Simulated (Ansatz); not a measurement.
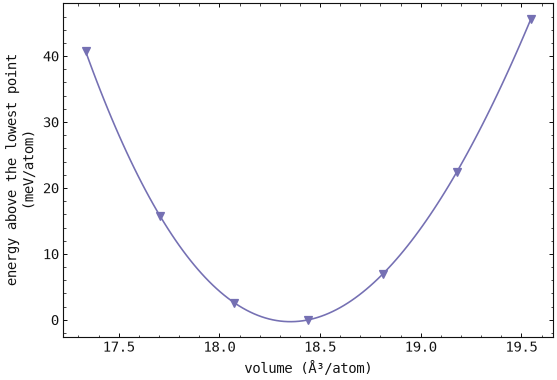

The plot gives the computed energy above the lowest point against volume for W, space group Pm-3m (No. 221) (one of a set of cubic test structures, which need not be the stable phase).

Calculation (Ansatz 0.2.0 development build): equation of state of a cubic crystal from periodic Kohn-Sham density functional theory without spin, third-order Birch-Murnaghan fit to the free energies; pressure corrected for the finite basis. Level: PBE.

- structure type: simple cubic
- atoms in cell: 1
- space group number: 221
- lattice centring: simple cubic
- k mesh: 21×21×21
- occupation method: Fermi–Dirac
- occupation width: 0.06123 eV
- wave cutoff: 760 eV
- datasets: hand-made PAW
- density tolerance: 1e−09 eV
- bands: 18
- density cutoff ratio: 4
- search for lower states: default

Question: How stiff is the solid, and where is its volume at rest?

Answer: A third-order Birch–Murnaghan fit gives V0 = 18.35 Å³/atom, B0 = 211 GPa and B′ = 4.2.

Limits of the calculation: cubic model structure, not the ambient form; modest k-mesh, values are not fully converged in k.

The computed values:

```csv
volume (Å³/atom),energy above the lowest point (meV/atom)
17.33,40.8
17.70,15.8
18.07,2.6
18.44,0.0
18.81,6.9
19.18,22.4
19.55,45.7
```
